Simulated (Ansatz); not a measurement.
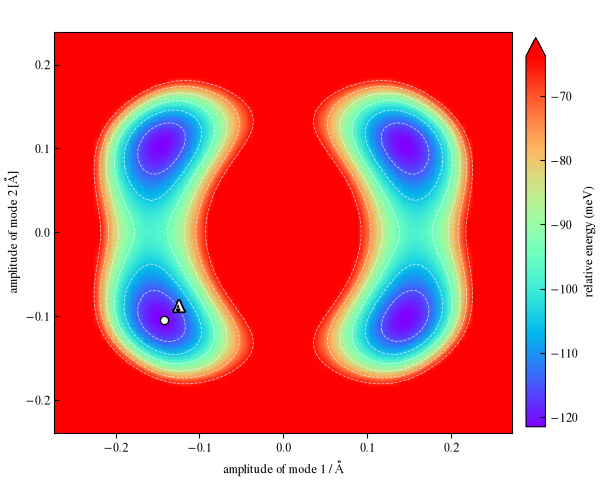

TaN (Fm-3m, No. 225; 4 atoms in the cell). 
- The energy is mapped over two normal modes frozen in (zone-centre modes of the 4-atom cell of this scan, which folds in the wave vector (0, 1/2, 1/2) of the primitive cell).
- First axis: amplitude of mode 1 (275i cm⁻¹), largest displacement. Second axis: amplitude of mode 2 (80i cm⁻¹), largest displacement.
- Nothing is relaxed (the cell and all other modes fixed).
- The scan uses a 9 × 9 grid; 29 points were computed and 52 follow by symmetry.
- Points are written as (first, second).
- Energies are in meV per cell, from the relaxed high-symmetry cell.
- Computed with Ansatz 0.2.0, DFT PBE, scalar-relativistic, plane waves, PAW. Settings: cutoff 520 eV, k-mesh 14×14×10 in the order of the run's cell vectors, gaussian smearing 0.15 eV, no spin polarisation.

In the figure: a smooth colour map with a few white contour lines, one colour for all values above the top of the scale, the point A. Between grid points the surface is interpolated.

Q: What is the easiest way out of the well at A, and how high is the barrier?

A: The easiest path leads from the well at about (−0.14 Å, −0.10 Å) to a well of about the same depth at about (−0.14 Å, 0.10 Å). Its highest point lies about 23 meV above the bottom of the first well on the interpolated surface, at about (−0.16 Å, 0.00 Å). This is the barrier on the constrained surface; relaxing the other coordinates would change it.

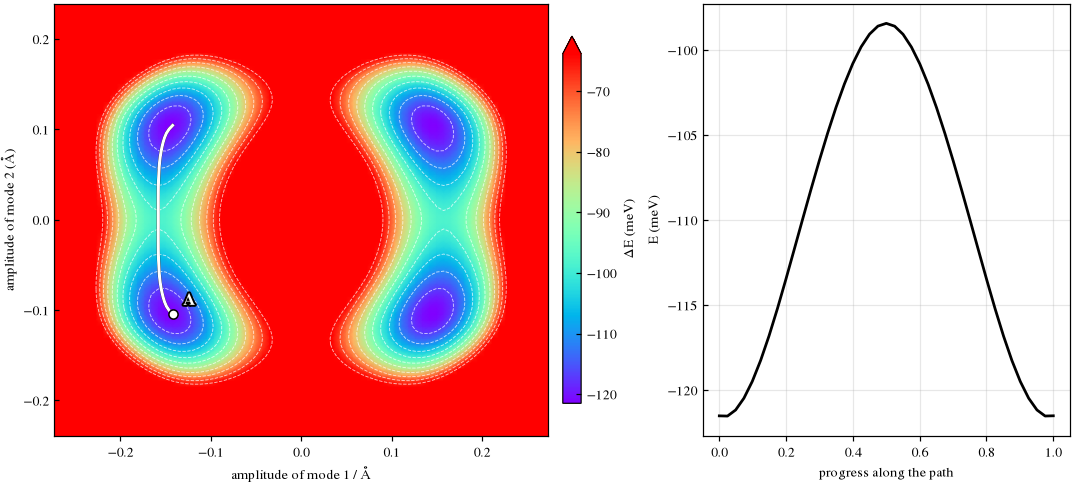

Drawn: a smooth colour map with a few white contour lines, a line along the lowest path, one colour for all values above the top of the scale, the energy along the path at the right. Between grid points the surface is interpolated.

PAW datasets: the set soft_1.
